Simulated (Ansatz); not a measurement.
**Single-point calculation, with input and output: Cu$_{6}$H (part 1 of 2)**

- system: Cu$_{6}$H (slab, 14 atoms in the cell)
- method: DFT PBE, scalar-relativistic, plane waves, PAW, no spin polarisation (Ansatz 0.2.0)

The structure derives from an entry of the Crystallography Open Database. Figures and captions count atoms from 1; the log counts them from 0 in places.

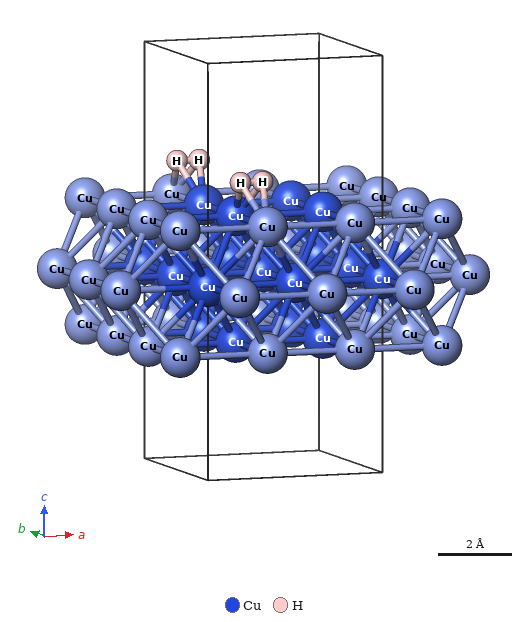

Figure 1. The structure as given in the input (ball-and-stick view of the cell of the calculation, with the vacuum cut short, seen slightly off an axis; neighbours outside the cell are drawn fainter).

## Key numbers

```tsv
quantity	value
outcome	converged
electrons treated	230
free energy	−79527.7589 eV
work function, top face	3.80 eV
work function, bottom face	4.35 eV
Fermi energy	1.310 eV
gap on the k-point mesh	none (metallic)
work function (upper face)	3.80 eV
largest force (length of the vector)	7.580 eV/Å
hardware	4 threads of Arm Neoverse V2, 24 GiB of memory available, shared host
wall time	25 s (CPU time 97 s)
peak memory	1.8 GiB
```

## Remarks

Warnings of the run: the exchange-correlation potential is rough where the density is thin.

## The input
```yaml
crystal:
  lattice:
    - [5.1332392722, 0.0, 0.0]
    - [0.0, 5.1332392722, 0.0]
    - [0.0, 0.0, 21.5289058579]
  atoms:
    - { symbol: Cu, position: [0.25, 0.25, 0.1857967157] }
    - { symbol: Cu, position: [0.25, 0.75, 0.1857967157] }
    - { symbol: Cu, position: [0.75, 0.25, 0.1857967157] }
    - { symbol: Cu, position: [0.75, 0.75, 0.1857967157] }
    - { symbol: Cu, position: [0.0, 0.0, 0.2677566944] }
    - { symbol: Cu, position: [0.0, 0.5, 0.2677566944] }
    - { symbol: Cu, position: [0.5, 0.0, 0.2677566944] }
    - { symbol: Cu, position: [0.5, 0.5, 0.2677566944] }
    - { symbol: Cu, position: [0.25, 0.25, 0.3497114952] }
    - { symbol: Cu, position: [0.25, 0.75, 0.3497114952] }
    - { symbol: Cu, position: [0.75, 0.25, 0.3497114952] }
    - { symbol: Cu, position: [0.75, 0.75, 0.3497114952] }
    - { symbol: H, position: [0.1866871516, 1.0, 0.4003411002] }
    - { symbol: H, position: [0.3133128484, 1.0, 0.4003411002] }
basis:
  ecutwfc: 420
kpoints:
  mp_grid: { grid: [5, 5, 1] }
hamiltonian:
  xc: pbe
scf:
  occupations: { method: gaussian, width: 0.1 }
output:
  forces: true
  eigenvalues: true
  write_density: true
  write_potential: true
  elf: true
  volumetric_format: npy
efield:
  axis: 3
  dipole_correction: true
  ramp_width: 0.04
```

Run as:
```bash
ansatz run input.yaml --threads 4 --pin off --max-ram 12288MiB --backend cpu --events-out ev --progress --plain --runs-dir out
```

## Output
```
Engine: ansatz 0.2.0, aarch64-unknown-linux-gnu
Pseudopotentials: kind: paw
Pseudopotential: Cu, paw, valence charge 19, recommended cutoff 420 eV (normal), Cu.paw.azcp
Pseudopotential: H, paw, valence charge 1, recommended cutoff 420 eV (normal), H.paw.azcp
Functional definition: PBE
  parameter kappa = 0.804
  parameter beta = 0.06672455060314922
  exchange = pbe_x(kappa = kappa, mu = beta*pi^2/3)
  correlation = pbe_c(beta = beta)
Crystal: 14 atoms, lattice volume = 567.290 Å³
Basis set: ecut = 420 eV, 11087 PW (Γ), exchange–correlation on 72×72×288 points (8 copies of the dense FFT grid, shifted against one another)
Bands: 138, of which v1, the nominal top of the filled ones, is band 115 counted from 1 (114 counted from 0)
Symmetry: 4 space group operations
Space group: Pmm2 (ITA 25), of the structure as read, at distance tolerance 8.3e-5 Å
k-points: 9 of 25
Non-local potential: Cu, projectors of the file, l = 0: 3, l = 1: 2, l = 2: 3, l = 3: 1
Non-local potential: H, projectors of the file, l = 0: 2, l = 1: 1
PAW form: soft (Blöchl's): semilocal exchange-correlation on the pseudo side does not see the compensation charge
PAW one-centre angular grid: Cu, 590 points (default); XC on 64 Gauss nodes
PAW one-centre angular grid: H, 110 points (default); XC on 64 Gauss nodes
Initial density: superposition of atomic densities (neutral atoms: chi_scale 0, normalization atom), corrected by the library's trained network
Initial wavefunctions: pseudopotential atomic-orbital guess
Functional: x = pbe(κ = 0.804, μ = 0.2195149727645171), c = pbe(β = 0.06672455060314922)
SCF iter   1: F=—  HF=-79527.773336 eV  |F-HF|=—  |Δ(HF+E_count)|=         —  Δρ=3.45e-3  dr2=1.73e-1  ethr=1.77e-3  p=0.130 e·Å  D=4.16e-2 V/Å  ΔV_dip=-0.90 eV  dr2_dipole=2.11e-2  V_vac-E_F(+/−)=3.48/4.38 eV  ⟨swp⟩=9.8  Hψ=6179  notcnv=0  defer=55
efield: sawtooth ramp at fractional position 0.7731 (placed from the atoms, in the widest stretch of the axis that holds none; the zero of the levels goes with the place), width 0.0400; the density the first Hamiltonian is built on has a dipole p = 0.130 e·Å; the dipole correction subtracts the counter field D = 4.16e-2 V/Å, which shifts the + side's vacuum level by -0.90 eV against the − side's; the planar-averaged density in the ramp window peaks in size at 2.1e-5 e/Å³
preconditioner: auto → LDOS  [metal: Δε(μ)=0.062 eV  Ē_g=7.469 eV  σ=0.100 eV  W_gap=0.32  n_scr=112 (ndim 8)  ℏωp=18.0 eV  f_vac=0.680  D(μ)=3.02/eV (n_scr^D=6)  β→1.0]
SCF iter   2: F=—  HF=-79527.793286 eV  |F-HF|=—  |Δ(HF+E_count)|=   2.00e-2  Δρ=7.27e-3  dr2=2.33e-1  ethr=7.53e-5  p=0.087 e·Å  D=2.79e-2 V/Å  ΔV_dip=-0.60 eV  dr2_dipole=6.26e-4  V_vac-E_F(+/−)=3.76/4.36 eV  ⟨swp⟩=2.3  Hψ=2098  notcnv=0  defer=146
SCF iter   3: F=—  HF=-79527.803445 eV  |F-HF|=—  |Δ(HF+E_count)|=   1.02e-2  Δρ=8.15e-3  dr2=2.36e-1  ethr=7.53e-5  p=0.081 e·Å  D=2.60e-2 V/Å  ΔV_dip=-0.56 eV  dr2_dipole=3.18e-6  V_vac-E_F(+/−)=3.81/4.37 eV  ⟨swp⟩=2.0  Hψ=2156  notcnv=0  defer=146
SCF iter   4: F=—  HF=-79527.773186 eV  |F-HF|=—  |Δ(HF+E_count)|=   3.03e-2  Δρ=4.62e-3  dr2=7.49e-2  ethr=7.53e-5  p=0.080 e·Å  D=2.56e-2 V/Å  ΔV_dip=-0.55 eV  dr2_dipole=2.58e-5  V_vac-E_F(+/−)=3.80/4.36 eV  ⟨swp⟩=1.1  Hψ=1433  notcnv=0  defer=144
SCF iter   5: F=—  HF=-79527.759978 eV  |F-HF|=—  |Δ(HF+E_count)|=   1.32e-2  Δρ=1.40e-3  dr2=7.85e-3  ethr=3.26e-5  p=0.082 e·Å  D=2.60e-2 V/Å  ΔV_dip=-0.56 eV  dr2_dipole=1.75e-4  V_vac-E_F(+/−)=3.79/4.35 eV  ⟨swp⟩=2.0  Hψ=1625  notcnv=0  defer=144
SCF iter   6: F=—  HF=-79527.758662 eV  |F-HF|=—  |Δ(HF+E_count)|=   1.32e-3  Δρ=1.34e-4  dr2=1.02e-4  ethr=3.41e-6  p=0.082 e·Å  D=2.62e-2 V/Å  ΔV_dip=-0.56 eV  dr2_dipole=1.54e-5  V_vac-E_F(+/−)=3.79/4.35 eV  ⟨swp⟩=2.0  Hψ=1681  notcnv=0  defer=144
SCF iter   7: F=—  HF=-79527.758704 eV  |F-HF|=—  |Δ(HF+E_count)|=   4.16e-5  Δρ=1.25e-4  dr2=6.30e-5  ethr=4.44e-8  p=0.081 e·Å  D=2.59e-2 V/Å  ΔV_dip=-0.56 eV  dr2_dipole=2.09e-6  V_vac-E_F(+/−)=3.79/4.35 eV  ⟨swp⟩=2.6  Hψ=2220  notcnv=0  defer=144
SCF iter   8: F=—  HF=-79527.758948 eV  |F-HF|=—  |Δ(HF+E_count)|=   2.44e-4  Δρ=5.38e-5  dr2=1.20e-5  ethr=2.74e-8  p=0.081 e·Å  D=2.58e-2 V/Å  ΔV_dip=-0.56 eV  dr2_dipole=1.42e-7  V_vac-E_F(+/−)=3.79/4.35 eV  ⟨swp⟩=2.0  Hψ=1655  notcnv=0  defer=144
SCF iter   9: F=—  HF=-79527.758948 eV  |F-HF|=—  |Δ(HF+E_count)|=   9.06e-8  Δρ=1.19e-5  dr2=9.02e-7  ethr=5.20e-9  p=0.081 e·Å  D=2.58e-2 V/Å  ΔV_dip=-0.56 eV  dr2_dipole=8.96e-8  V_vac-E_F(+/−)=3.79/4.35 eV  ⟨swp⟩=2.0  Hψ=1654  notcnv=0  defer=144
SCF iter  10: F=—  HF=-79527.758950 eV  |F-HF|=—  |Δ(HF+E_count)|=   1.57e-6  Δρ=1.58e-5  dr2=9.92e-7  ethr=3.92e-10  p=0.081 e·Å  D=2.58e-2 V/Å  ΔV_dip=-0.55 eV  dr2_dipole=8.31e-9  V_vac-E_F(+/−)=3.79/4.35 eV  ⟨swp⟩=3.7  Hψ=2655  notcnv=0  defer=144
SCF iter  11: F=—  HF=-79527.758950 eV  |F-HF|=—  |Δ(HF+E_count)|=   1.30e-7  Δρ=5.57e-6  dr2=1.36e-7  ethr=3.92e-10  p=0.081 e·Å  D=2.58e-2 V/Å  ΔV_dip=-0.55 eV  dr2_dipole=4.87e-9  V_vac-E_F(+/−)=3.80/4.35 eV  ⟨swp⟩=2.0  Hψ=1656  notcnv=0  defer=144
SCF iter  12: F=-79527.758950 eV  HF=-79527.758950 eV  |F-HF|=5.62e-8  |Δ(HF+E_count)|=   1.00e-7  Δρ=1.70e-6  dr2=1.41e-8  ethr=4.35e-11  p=0.081 e·Å  D=2.57e-2 V/Å  ΔV_dip=-0.55 eV  dr2_dipole=9.37e-10  V_vac-E_F(+/−)=3.80/4.35 eV  ⟨swp⟩=22.0  Hψ=10654  notcnv=0
SCF 1 converged in 12 iterations: F = -79527.758950 eV  dr2 = 1.41e-8
  greatest PAW one-centre occupation: 1.000 electrons in one spin orbital (limit 2), on the Cu atom at site 1 (counted from 0), in its partial waves of l = 0
```

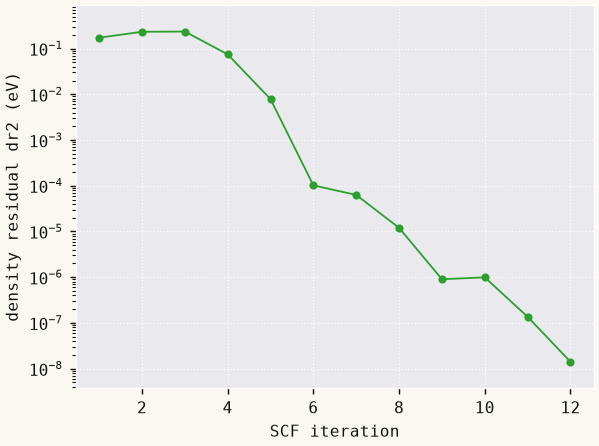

Figure 2. Convergence of the self-consistent field: density residual dr2 against the SCF iteration. The residual falls almost steadily, with no more than small rises.

```
WARN: The output density's exchange-correlation potential varies sharply where the density is thin. Do not read a vacuum level from v_tot or v_xc, or from such a field of the output density. On a cell that repeats whose density bears no net charge and no dipole along the vacuum's axis use v_es (v_loc + v_h of the components); under efield.dipole_correction with no amplitude use v_es + v_field, which holds any external_charges[].barrier, or the levels of the report's work_function block, which leave it out; under a non-zero efield.amplitude the vacuum is tilted and has no level; on a cell that repeats and bears such a dipole with no correction it is tilted too, and efield.dipole_correction with no amplitude gives each side of its ramp a level where efield: is served; in a cell that repeats whose density bears a net charge (total_charge, or a fill off its count) it is curved and has none; of a slab under crystal.periodic whose density bears no net charge use v_es, which has a level on each side, short of where the two are joined; of another it falls or rises all the way out and has none; of a slab beside external_charges read slab_vacuum_level instead, which it has where they leave it neutral. The grid or the basis barely resolves most such structure, and the values can differ between equally converged runs; as a rule a tighter scf.convergence.dr2_threshold does not remove it. Where the density itself ripples (under the LDA too) a higher basis.ecutwfc lessens it. The files hold the spikes' plane waves up to the density's cutoff. Files: v_tot_of_output_density and the like, and their columns of v_z.tsv (output.write_potential); v_xc_of_output_density and the like, and their columns of v_comp_z.tsv (output.write_potential_components). Measured: with its Gaussian average of σ = 0.25 Å subtracted twice, the exchange-correlation potential is over 0.1 eV at 2 of the grid points where the equally averaged density (valence and model cores) is under 1e-3 e/Å³, and 0.118 eV at the most among them, at an averaged density of 1.6e-8 e/Å³. The input density's (outcome.potential() and, of a run that writes arrays, v_tot and v_xc) is over 0.1 eV, so measured, at 16 points of its own thin density, 0.118 eV at the most. See output.write_potential in the manual, Limitations
SCF converged after 12 iterations
Free energy (F): -79527.758950 eV
Harris-Foulkes:  -79527.758950 eV  (|F-HF|=5.62e-8)
Internal energy: -79527.745352 eV  (E = F + TS)
E sigma→0 (E₀):  -79527.752151 eV
Entropy (-TS):   -0.013598 eV (-0.971 meV/atom)
Fermi energy:    1.309939 eV
Dipole field:    D = 0.025725 V/Å  (p = 0.080648 e·Å, saw-weighted, corrected)
Work function:   Φ+ = 3.7956 eV   Φ− = 4.3494 eV
Levels:          The Fermi level and band energies are counted from a zero that moves with the ramp; work functions are not
--- Per-component energies (eV) ---
  E_band       = -7841.125742
  E_kinetic    = 3626.785502
  E_local      = -426716.371002  (includes V_loc(G=0)·N_el)
  E_nonlocal   = 4712.017150
  E_hartree    = 208702.624677
  E_xc         = -1083.139349
  E_vxc        = -1396.823878  (∫ρ·V_xc dr)
  E_paw        = -19983.531721  (= ΣΔE_a)
  E_vpaw       = -5475.048787  (= ΣTr[D̂ρ^β])
  E_aug_tail   = 0.000276  (compensation charges beyond the density's cutoff)
  E_efield     = 0.001037  (sawtooth field / dipole correction)
  E_vefield    = 3.079712  (∫n·V_field dr)
  E_ewald      = 151213.868077
  E_smearing   = -0.013598  (= −TS)
  E_closure    = -0.000000  (closes the sum)
  Σ components = -79527.758950   (vs F -79527.758950, Δ=0.00e0)
--- Forces (eV/Å), atoms counted from 1 ---
  atom   1  Cu     0.00000000    -0.02786406     0.03220780
  atom   2  Cu     0.00000000     0.02786406     0.03220780
  atom   3  Cu     0.00000000    -0.00186942     0.02989257
  atom   4  Cu     0.00000000     0.00186942     0.02989257
  atom   5  Cu    -0.13201732     0.00000000    -0.27533295
  atom   6  Cu     0.12700625     0.00000000     0.04791549
  atom   7  Cu     0.13201732     0.00000000    -0.27533295
  atom   8  Cu    -0.12700625     0.00000000     0.04791549
  atom   9  Cu     0.00000000     1.03677181    -0.58593182
  atom  10  Cu     0.00000000    -1.03677181    -0.58593182
  atom  11  Cu     0.00000000     0.18330512    -0.13508622
  atom  12  Cu     0.00000000    -0.18330512    -0.13508622
  atom  13  H     -7.52758737     0.00000000     0.88636295
  atom  14  H      7.52758737     0.00000000     0.88636295
  max |Σ_I F_I| component: 5.57e-5 eV/Å
--- Band table (eV; the first three rows and the last of 9) ---
```
